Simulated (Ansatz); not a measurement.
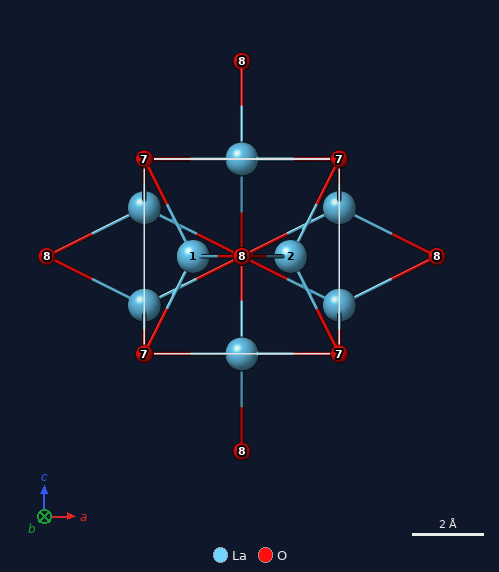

This is the input geometry for a relaxation of a crystal of La₃O (a generated structure, set up in Pm-3n) (coarse preliminary run). The picture is a ball-and-stick view of the cell of the calculation, seen along the b axis.

Level of theory: DFT PBE, scalar-relativistic, plane waves, PAW in Ansatz 0.2.0.

Input file:
```yaml
crystal:
  lattice:
    - [5.51631788, 0.0, 0.0]
    - [0.0, 5.51631788, 0.0]
    - [0.0, 0.0, 5.51631788]
  atoms:
    - { symbol: La, position: [0.25, 0.0, 0.5] }
    - { symbol: La, position: [0.75, 0.0, 0.5] }
    - { symbol: La, position: [0.0, 0.5, 0.25] }
    - { symbol: La, position: [0.0, 0.5, 0.75] }
    - { symbol: La, position: [0.5, 0.75, 0.0] }
    - { symbol: La, position: [0.5, 0.25, 0.0] }
    - { symbol: O, position: [0.0, 0.0, 0.0] }
    - { symbol: O, position: [0.5, 0.5, 0.5] }
basis:
  ecutwfc: 420
kpoints:
  mp_grid: { grid: [4, 4, 4] }
hamiltonian:
  xc: pbe
scf:
  occupations: { method: gaussian, width: 0.1 }
  lower_state_search: "off"
output:
  forces: true
  stress: true
  eigenvalues: true
relax:
  adjacent_minimum: "off"
  f_tol: 0.04
  max_steps: 70
  cell: { stress_tol: 0.4 }
```

Launched with:
```bash
ansatz run input.yaml --threads 1 --pin off --max-ram 2560MiB --backend cpu --events-out ev --progress --plain --runs-dir out
```

Q: Where does the relaxation end?

A: The energy falls by 180 meV per atom in 4 accepted moves (6 points after the start). All forces vanish by symmetry, so only the cell relaxes. Pressure: 13.38 GPa at the start and 0.13 GPa at the end. At 2 points the geometry stayed and the basis and grid were re-selected for the new cell (energy shift of 12.9 meV per atom at most each time). No atom moves by more than 0.005 Å relative to the cell. The volume changes by +25.2 %, with a = b = c 5.516 → 5.946 Å (+7.8 %). Among the contacts that change: La1–La3 3.378 → 3.641 Å, La1–O7 3.084 → 3.324 Å, La1–La2 2.758 → 2.973 Å. The space group stays Pm-3n (No. 223).

The structure at the end:

```
CELL_PARAMETERS angstrom
5.94577 0.00000 0.00000
0.00000 5.94577 0.00000
0.00000 0.00000 5.94577
ATOMIC_POSITIONS crystal
La 0.25000 0.00000 0.50000
La 0.75000 0.00000 0.50000
La 0.00000 0.50000 0.25000
La 0.00000 0.50000 0.75000
La 0.50000 0.75000 0.00000
La 0.50000 0.25000 0.00000
O 0.00000 0.00000 0.00000
O 0.50000 0.50000 0.50000
```

After the run, drawn alike:

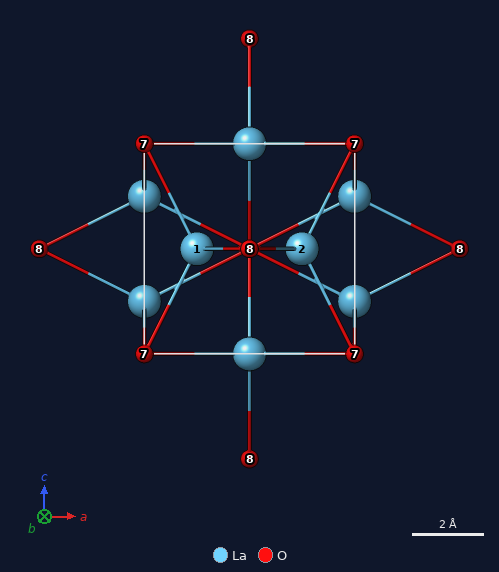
